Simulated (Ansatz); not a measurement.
Ir

The calculation's input:

```
crystal:
  lattice:
    - [0.007198875, 1.9197, 1.9197]
    - [1.9197, 0.007198875, 1.9197]
    - [1.926898875, 1.926898875, 0.0]
  atoms:
    - { symbol: Ir, position: [0.0, 0.0, 0.0] }
basis:
  ecutwfc: 420
kpoints:
  mp_grid: { grid: [22, 22, 22] }
hamiltonian:
  xc: pbe
scf:
  occupations: { method: gaussian, width: 0.15 }
output:
  forces: true
  stress: true
  eigenvalues: true
  write_density: true
  write_potential: true
  elf: true
  volumetric_format: npy
```

Run with:

```sh
ansatz run input.yaml --threads 1 --pin off --max-ram 2560MiB --backend cpu --events-out ev --progress --plain --runs-dir out
```

Below, planes, directions and counts refer to the conventional cell (a = 2.70 Å, b = 2.73 Å, c = 3.84 Å, α = 90.00°, β = 90.00°, γ = 90.00°).

Space group Immm; changed on purpose from its base cell (strain +0.0075 x Voigt [0, 0, 0, 0, 0, 1], atoms carried along); computed pressure about 9 GPa in this cell; computed without spin polarisation.

The calculation used Ansatz 0.2.0, DFT PBE, scalar-relativistic, plane waves, PAW.

Question: What will maps of the valence pseudo-density and electron localisation function show?

Answer: Ir–Ir (2.73 Å): ρ at the midpoint is about 0.44 e/Å³; the ELF is about 0.35 at the midpoint; no shared electron pair shows on this line.

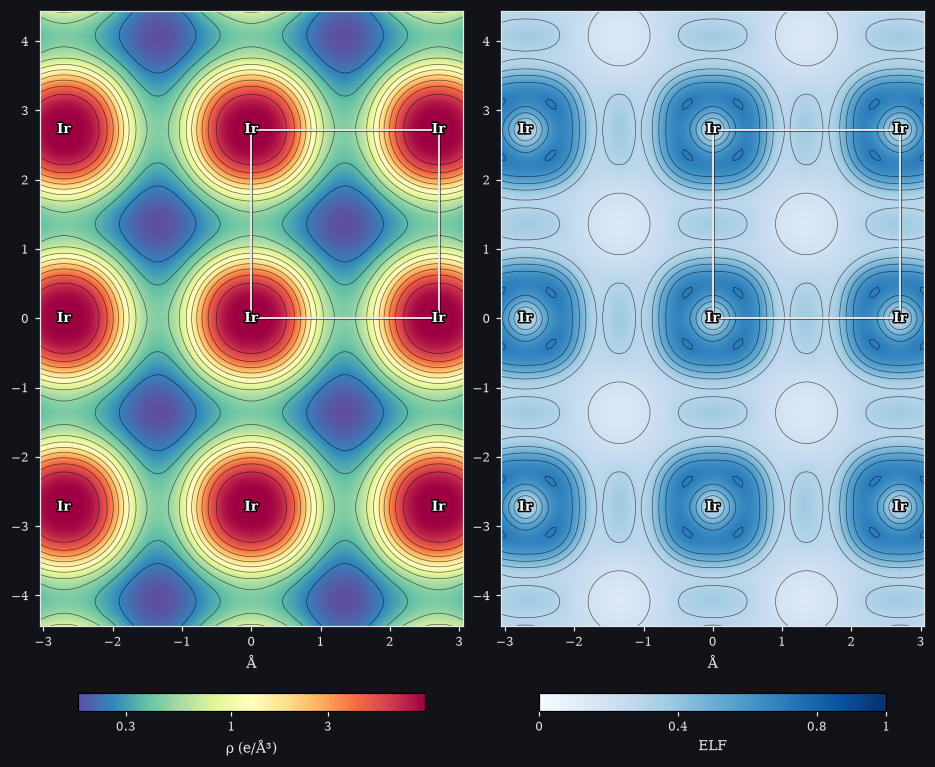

Computed valence pseudo-density and electron localisation function on the (001) plane of the conventional cell, in this order. 

Core electrons are frozen (PAW), and the valence fields are smoothed inside the atomic spheres.
